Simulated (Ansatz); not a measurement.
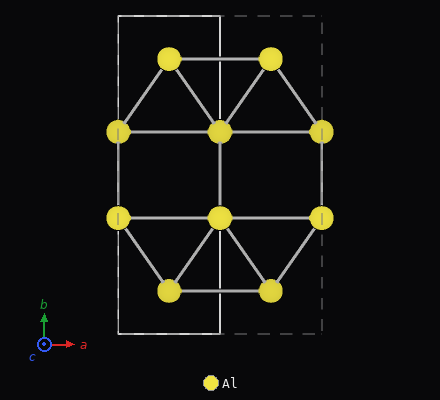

The structure, seen along [001]; the drawing may span several cells.

Given this structure, coordinates from a relaxation with DFT, PBE, plane waves (420 eV) with PAW, scalar-relativistic (Ansatz 0.2.0); the starting structure was generated, so it need not be a known form of this composition, written in its standard cell:

Space group C2/c (No. 15). a = 2.803 Å, b = 8.759 Å, c = 2.882 Å, α = 90.00°, β = 90.61°, γ = 90.00°
```json
{"atom": "Al", "site": "4e", "symmetry": "2", "x": "0.5000", "y": "0.8645", "z": "0.7500"}
```

Q: Predict the [001] zone-axis pattern (100 kV, kinematic, B = 0.5 Å²).

A: The spots form a centred rectangular net whose two shortest vectors correspond to d = 4.38 Å and 2.67 Å, 72.3° apart. They are 0 2 0 and 1 1 0. The pattern has symmetry 2mm. The lattice centring (C) removes all reflections that break h + k = 2n.

Strongest reflections with d > 0.86 Å, one of each family (|F|² from tabulated Gaussian fits of the electron scattering factors, times a small damping for the curvature of the Ewald sphere):

| hkl | d (Å) | I (strongest = 100) |
| --- | --- | --- |
| 0 4 0 | 2.190 | 100 |
| 1 1 0 | 2.669 | 77 |
| 1 3 0 | 2.022 | 60 |
| 2 0 0 | 1.401 | 30 |
| 2 4 0 | 1.180 | 17 |
| 1 7 0 | 1.143 | 15 |

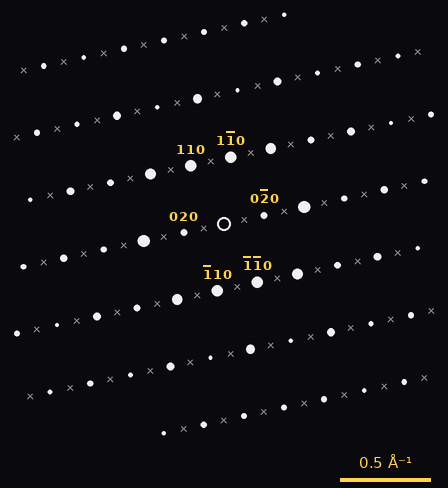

Calculated pattern, seen from the source side with [001] pointing towards the source; crosses mark the places of extinct reflections.
